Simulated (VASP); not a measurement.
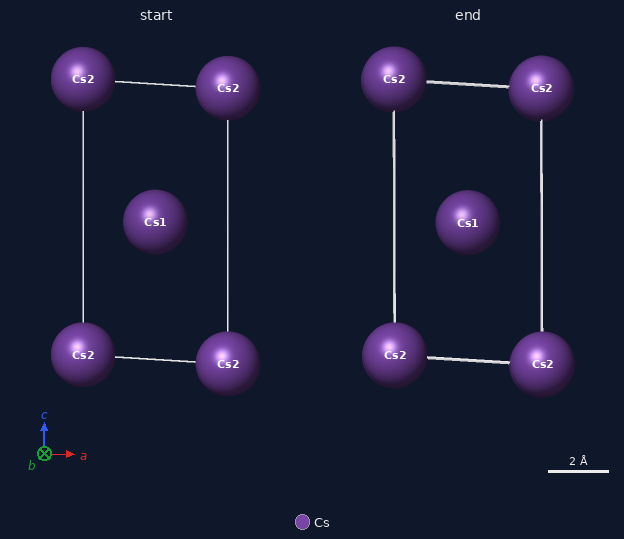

The structure of crystalline Cs (set up in P-1) before (left) and after (right) a relaxation, at one scale.

Style: spheres-only. Shown: the cell of the calculation, along the b axis.

The run lets cell and atoms move.

Theory: Kohn-Sham DFT of a periodic cell, r2SCAN, VASP PAW PBE potentials, recommended (VASP).

Input
```
SYSTEM = Cs
  PREC = Accurate
  ENCUT = 600
  EDIFF = 1E-6
  ISMEAR = 1
  SIGMA = 0.1
  LREAL = .False.
  LASPH = .True.
  NELM = 60
  ALGO = Normal
  ISIF = 3
  LWAVE = .False.
  LCHARG = .False.
  METAGGA = R2SCAN
  LMIXTAU = .True.
  IBRION = 2
  NSW = 40
  EDIFFG = -0.005
```

Launched with:
```bash
cat potpaw_PBE.64/Cs_sv/POTCAR > POTCAR
mpirun -np 1 vasp_std > vasp.out
```

Summarise the run.

The run was cut off at its time limit before the relaxation converged, so the last structure is only a point on the way. After 1 geometry step the energy has fallen by 22.5 meV per cell of the calculation. Largest force component: 0.006 eV/Å at the start, 0.0057 eV/Å at the end. The pressure goes from 0.20 to 0.07 GPa. No atom moves by more than 0.005 Å relative to the cell. Cell: a 4.880 → 4.971 Å (+1.9 %), b 5.313 → 5.317 Å (+0.1 %), c 9.416 → 9.414 Å (0.0 %), α 77.4° → 78.3°, β 95.1° → 95.3°, γ 97.5° → 98.0°. Volume +2.1 %. Among the contacts that change: Cs1–Cs1 4.880 → 4.971 Å, Cs1–Cs2 5.398 → 5.461 Å, Cs1–Cs2 (another image) 5.440 → 5.502 Å, Cs1–Cs2 (another image) 5.467 → 5.520 Å. The space group stays P-1 (No. 2).
